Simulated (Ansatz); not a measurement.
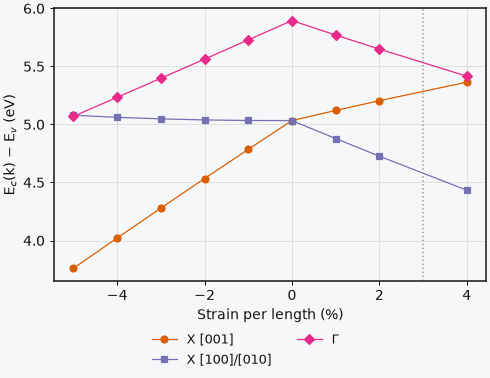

Lowest conduction level at each named k point, counted from the valence-band top at Γ. One run is left out (dotted line).

System: diamond-type C, space group Fd-3m, 2 atoms in the primitive cell, relaxed with r2SCAN; unstrained, cubic a = 3.560 Å. The cell is strained along z with the other two lengths held; symmetry fixes the atoms. Points keep the names of the unstrained cell; those that the strain makes unlike carry their directions on the cubic axes x, y, z. Computed with Ansatz: r2SCAN, Ansatz PAW set, no spin polarisation, no spin-orbit coupling, 12×12×12 k mesh, 500 eV cutoff, fixed occupations.

| strain | X [001] (eV) | X [100]/[010] (eV) | Γ (eV) |
| --- | --- | --- | --- |
| −5 % | 3.76 | 5.08 | 5.07 |
| −4 % | 4.02 | 5.06 | 5.23 |
| −3 % | 4.28 | 5.05 | 5.40 |
| −2 % | 4.53 | 5.04 | 5.56 |
| −1 % | 4.79 | 5.03 | 5.73 |
| 0 % | 5.03 | 5.03 | 5.90 |
| +1 % | 5.12 | 4.88 | 5.77 |
| +2 % | 5.20 | 4.73 | 5.65 |
| +4 % | 5.36 | 4.43 | 5.42 |

> Estimate the values at +3 %.

Fits through the other points give 5.32 eV at X [001], 4.61 eV at X [100]/[010] and 5.59 eV at Γ (parabolas). The run itself gives 5.29, 4.58 and 5.53 eV; the largest miss is 0.06 eV, at Γ.

> How does the strain split the X points of the conduction band?

Unstrained, the X points are equivalent. At −5 % the lowest conduction level is 3.76 eV at X [001] and 5.08 eV at X [100]/[010] above the valence top, a splitting of 1.32 eV, or 264 meV for each 1 % of strain on average.

The smallest gap over all k points computed is 3.12, 3.34, 3.60, 3.86, 4.11, 4.36, 4.20, 4.05, 3.90 and 3.75 eV in turn; it lies up to 0.68 eV under the lowest value plotted. The strain splits the threefold valence top at Γ, and levels count from its highest part. The PAW data sets were made with another functional. LDA, GGA and most meta-GGA functionals understate gaps. The cell was built by a generator and needn't be a form met in nature. Diamond is metastable; the stable form of carbon is graphite.
